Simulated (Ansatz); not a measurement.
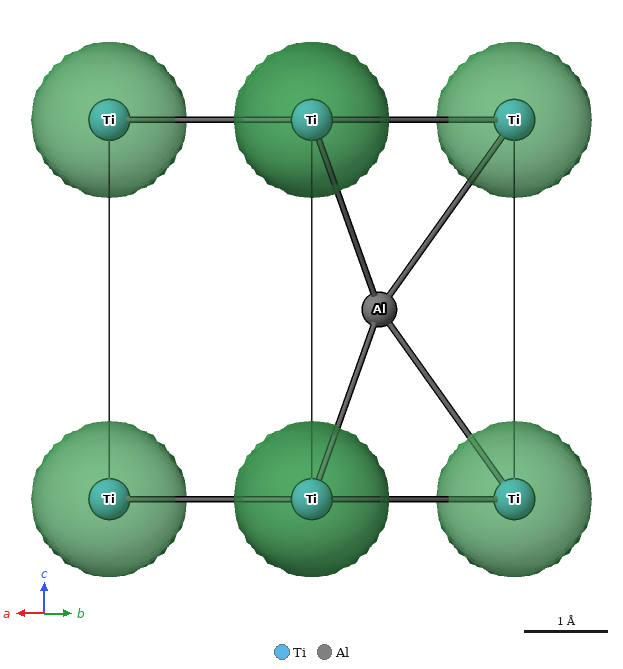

Figure 1: TiAl. Isosurface of the valence charge density (pseudo) at 0.5 e/Å³ (green), seen along [110]. Sticks mark near contacts.

Space group P-6m2; a structure from a database of computed crystals, not necessarily the ambient phase; computed without spin polarisation; PAW files of the earlier set (soft_1).

The calculation used Ansatz 0.2.0, DFT PBEsol, scalar-relativistic, plane waves, PAW.

In a PAW calculation such maps are meaningful between the atoms, not at the nuclei.

Input file:

```
crystal:
  lattice:
    - [2.8475477342, 0.0, 0.0]
    - [-1.4237738671, 2.4660486763, 0.0]
    - [0.0, 0.0, 4.6191923826]
  atoms:
    - { symbol: Ti, position: [0.0, 0.0, 0.0] }
    - { symbol: Al, position: [0.3333333333, 0.6666666667, 0.5] }
basis:
  ecutwfc: 520.0
kpoints:
  mp_grid: { grid: [21, 21, 12] }
hamiltonian:
  xc: pbesol
  pseudopotentials: { kind: paw, azcp: { folder: soft_1 } }
scf:
  occupations: { method: gaussian, width: 0.15 }
output:
  forces: true
  stress: true
  eigenvalues: true
  write_density: true
  write_potential: true
  elf: true
  volumetric_format: npy
```

Run with:

```sh
ansatz run input.yaml --threads 2 --pin off --max-ram 4096MiB --backend cpu --events-out ev --progress --plain --runs-dir out
```

Below, planes, directions and counts refer to the conventional cell (a = 2.85 Å, b = 2.85 Å, c = 4.62 Å, α = 90.00°, β = 90.00°, γ = 120.00°).

Q: Which contacts does the surface bridge?

A: At this value the density breaks into separate islands; it holds about 60 % of the electrons treated as valence (semicore included). It bridges none of the near contacts. It is pinched off along the sampled Ti–Al (2.83 Å), Ti–Ti (2.85 Å) and Al–Al (2.85 Å) contacts. On the grid the lowest density along these lines, outside the cores, is 0.21 e/Å³ (Ti–Al, 2.83 Å), 0.22 e/Å³ (Ti–Ti, 2.85 Å) and 0.2 e/Å³ (Al–Al, 2.85 Å).

Q: Does the calculation give a band gap?

A: It is metallic or semimetallic at this level of theory: no gap opens.
